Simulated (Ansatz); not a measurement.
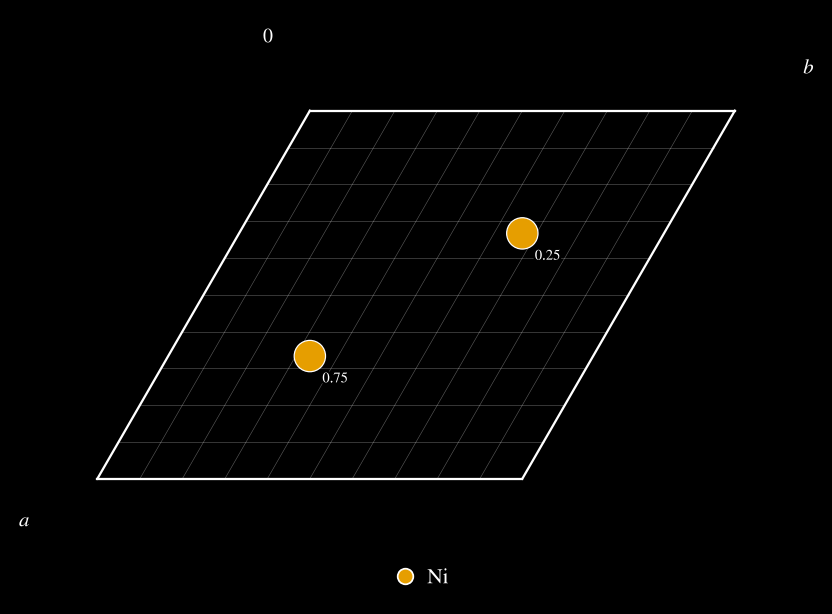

Plan of a unit cell projected along c (a down the page, b across); the numbers are heights as fractions of c, and atoms on the cell's edges are repeated. The grid marks tenths of a and b. Source: coordinates from a relaxation with Ansatz, DFT, RPBE, plane waves (420 eV) with PAW, scalar-relativistic; the starting structure was generated, so it need not be a known form of this composition. The drawing is computed from the coordinates (standard cell, symmetry found to 0.002 Å).

a = 2.514 Å, b = 2.514 Å, c = 4.116 Å, α = 90.00°, β = 90.00°, γ = 120.00°.

### What does the cell contain?

2 Ni: Ni, Z = 2.

### Which space group?

No. 194, P6₃/mmc, primitive hexagonal.

### Give the independent sites, coordinates to two places.

```csv
atom,site,symmetry,x,y,z
Ni,2c,-6m2,0.33,0.67,0.25
```
